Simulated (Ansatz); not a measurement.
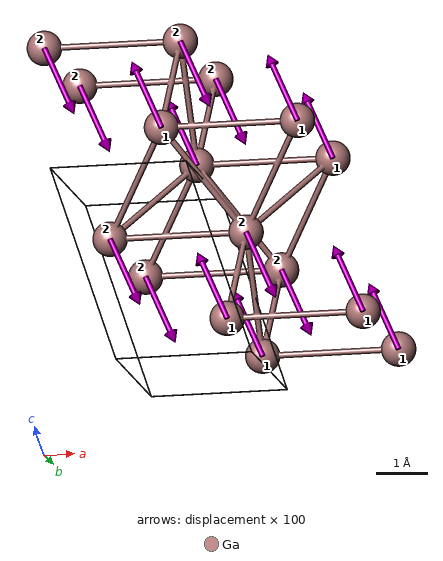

This is a relaxation of solid Ga (set up in P2_1/m). The starting structure is drawn; purple arrows show the displacements (the part carried along by the change of the cell is left out), magnified 100 times.

A ball-and-stick model of the cell of the calculation, repeated 2 × 2 × 2 with one cell outlined, seen from a free direction.

All numbers below come from DFT LDA, scalar-relativistic, plane waves, PAW in Ansatz 0.2.0.

Input file:
```yaml
crystal:
  lattice:
    - [2.7784220849, 0.0, 0.0]
    - [0.0, 3.28160879, 0.0]
    - [-1.3434310986, 0.0, 3.9902731763]
  atoms:
    - { symbol: Ga, position: [0.86540373, 0.25, 0.22983317] }
    - { symbol: Ga, position: [0.13459627, 0.75, 0.77016683] }
basis:
  ecutwfc: 420
kpoints:
  mp_grid: { grid: [16, 12, 10] }
hamiltonian:
  xc: lda
scf:
  occupations: { method: gaussian, width: 0.1 }
output:
  forces: true
  stress: true
  eigenvalues: true
relax:
  adjacent_minimum: "off"
  f_tol: 0.005
  max_steps: 80
  cell: { stress_tol: 0.05 }
```

Q: What happened in the run?

A: The largest moves relative to the cell, 0.015 Å, are those of Ga1 and Ga2. Ga1 goes along +c. The volume changes by −4.8 %, with a 2.778 → 2.691 Å (−3.2 %), b 3.282 → 3.293 Å (+0.3 %), c 4.210 → 4.130 Å (−1.9 %), β 108.6° → 108.8°. Among the contacts that change: Ga1–Ga1 2.778 → 2.691 Å, Ga1–Ga2 2.710 → 2.657 Å, Ga1–Ga2 (another image) 2.838 → 2.802 Å, Ga1–Ga2 (another image) 2.814 → 2.803 Å. The space group stays P2_1/m (No. 11). After 5 accepted moves (6 points after the start) the energy has fallen by 11.3 meV per atom. Largest force component: 0.07 eV/Å at the start, 0.0023 eV/Å at the end. The pressure goes from −2.87 to −0.01 GPa. At 1 point the geometry stayed and the basis and grid were re-selected for the new cell (energy shift of 0.2 meV per atom at most each time). The run took of the order of 2.9 core-minutes on a shared host.
